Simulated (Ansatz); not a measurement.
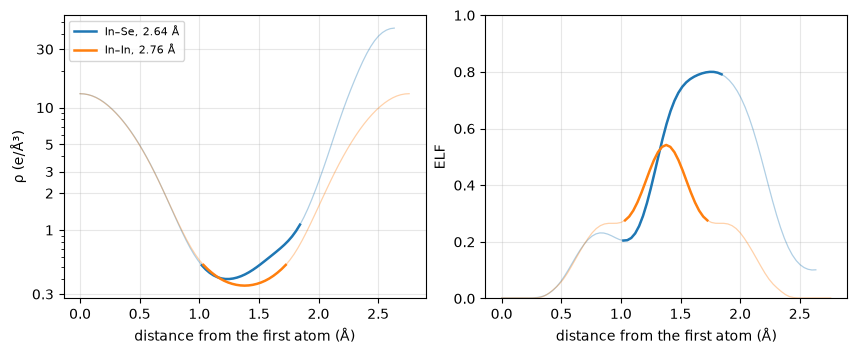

Figure. InSe. Valence electron density and electron localisation function along straight lines between neighbouring atoms. Thin, pale parts lie inside the atomic spheres.

Space group P6₃/mmc; changed on purpose from its base cell (volume × 0.94, shape and atoms relaxed); computed pressure about 2 GPa in this cell.

Method: DFT PBE+D3(BJ), scalar-relativistic, plane waves, PAW in Ansatz 0.2.0.

The density is the valence pseudo-density of a PAW calculation; it isn't the true density close to the nuclei.

The calculation's input:

```
crystal:
  lattice:
    - [3.9586371639, 0.0, 0.0]
    - [-1.9793185819, 3.4282803483, 0.0]
    - [0.0, 0.0, 16.344202748]
  atoms:
    - { symbol: In, position: [0.3333333333, 0.6666666667, 0.1658882812] }
    - { symbol: In, position: [0.6666666667, 0.3333333333, 0.6658882812] }
    - { symbol: In, position: [0.3333333333, 0.6666666667, 0.3341117188] }
    - { symbol: In, position: [0.6666666667, 0.3333333333, 0.8341117188] }
    - { symbol: Se, position: [0.3333333333, 0.6666666667, 0.5874301364] }
    - { symbol: Se, position: [0.6666666667, 0.3333333333, 0.0874301364] }
    - { symbol: Se, position: [0.3333333333, 0.6666666667, 0.9125698636] }
    - { symbol: Se, position: [0.6666666667, 0.3333333333, 0.4125698636] }
basis:
  ecutwfc: 420
kpoints:
  mp_grid: { grid: [12, 12, 2] }
hamiltonian:
  xc: pbe
  dispersion: d3bj
scf:
  occupations: { method: gaussian, width: 0.02 }
output:
  forces: true
  stress: true
  eigenvalues: true
  write_density: true
  write_potential: true
  elf: true
  volumetric_format: npy
relax:
  adjacent_minimum: "off"
  f_tol: 0.01
  max_steps: 30
  cell: { stress_tol: 0.1, fix: [volume] }
```

Run with:

```sh
ansatz run input.yaml --threads 2 --pin off --max-ram 5120MiB --backend cpu --events-out ev --progress --plain --runs-dir out
```

Below, planes, directions and counts refer to the conventional cell (a = 3.96 Å, b = 3.96 Å, c = 16.30 Å, α = 90.00°, β = 90.00°, γ = 120.00°).

The fields are those of the run's last geometry, not of the input's.

What can be read from the curves?

In–Se (2.64 Å): ρ is about 0.41 e/Å³ halfway; the ELF is about 0.50 at the midpoint.
In–In (2.76 Å): ρ is about 0.35 e/Å³ halfway; the ELF reaches about 0.55 near the midpoint.
